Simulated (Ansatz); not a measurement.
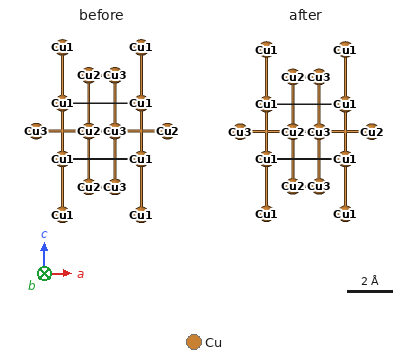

The structure of solid Cu (a generated structure, set up in P6/mmm) before (left) and after (right) a relaxation, at one scale.

Style: ball-and-stick. Shown: the cell of the calculation, along the b axis.

Phase: omega (AlB2-type).

Computed with Ansatz 0.2.0, DFT, r2SCAN, plane waves (500 eV) with PAW, scalar-relativistic. Set-up: plane-wave cutoff 500 eV; k-point mesh 9 × 9 × 13; occupations fermi dirac; smearing width 0.1 eV; no spin polarisation; cell and atoms relaxed; force threshold 0.01 eV/Å; at most 60 steps.

**Summarise the run.**

After 3 accepted moves (4 points after the start) the energy has fallen by 3.7 meV per atom. All forces vanish by symmetry, so only the cell relaxes. Pressure: −2.02 GPa at the start and −0.01 GPa at the end. At 1 point the geometry stayed and the basis and grid were re-selected for the new cell (energy shift of 0.1 meV per atom at most each time). The atoms keep their places relative to the cell (all moves are under 0.005 Å). Cell: a = b 4.056 → 4.065 Å (+0.2 %), c 2.486 → 2.440 Å (−1.9 %). Volume −1.4 %. Some distances before and after: Cu1–Cu1 2.486 → 2.440 Å, Cu2–Cu3 2.342 → 2.347 Å. The space group stays P6/mmm (No. 191). The run took 87 s on 1 thread of Intel(R) Xeon(R) Platinum 8259CL CPU @ 2.50GHz (Skylake/Cascade Lake), with other jobs on the host, peak memory 0.7 GiB.
